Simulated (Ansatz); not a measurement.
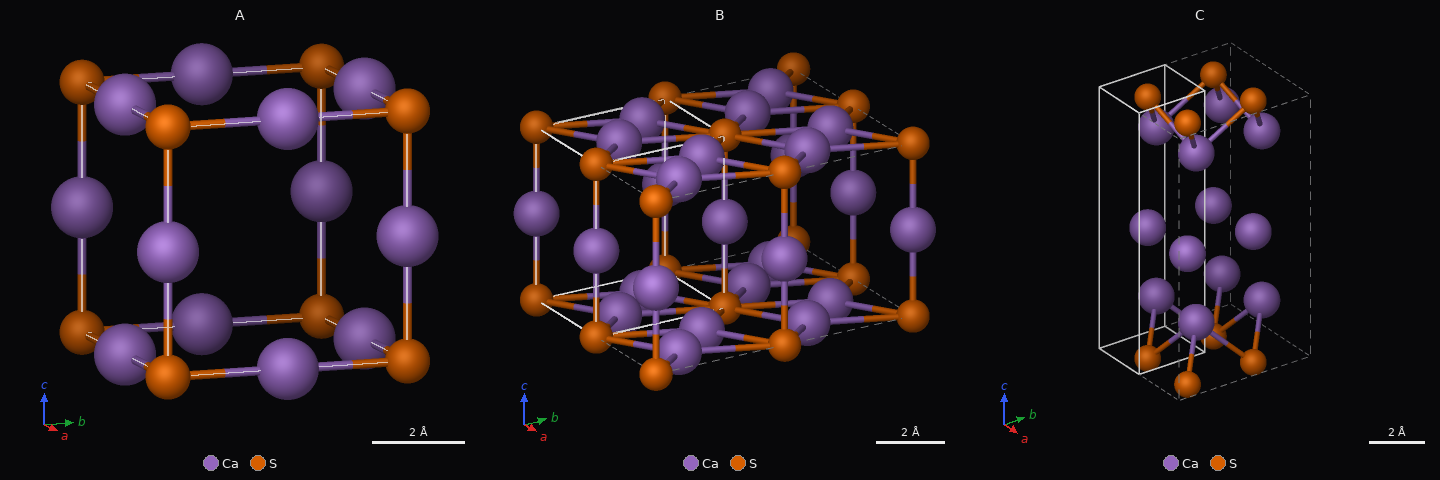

Three structures of Ca$_{3}$S, each relaxed to rest (conventional cells in solid outline, small ones repeated, each panel with its own scale). Method: Ansatz 0.2.0, DFT PBE, scalar-relativistic, plane waves, PAW, without spin polarisation.

### Name the structure in each panel.

A: ReO₃ type, Pm-3m; B: 4 atoms a cell on a primitive hexagonal lattice, P6/mmm; C: 4 atoms a cell on a primitive hexagonal lattice, P-6m2.

### Rank them by energy, lowest first.

C, then A (+356 meV/atom) and B (+461 meV/atom), energies at zero smearing.

### Collect the results in a table.

| panel | structure | E − E(lowest) (meV/atom) | volume (Å³/atom) | gap (eV) |
| --- | --- | --- | --- | --- |
| C | P-6m2 | 0 | 33.2 | metal |
| A | Pm-3m | 356 | 42.8 | metal |
| B | P6/mmm | 461 | 36.2 | metal |

Some of these may be structure types tried for this composition rather than known phases, and the most stable form need not be among them. Gaps are taken on the k-mesh or band path of each run.
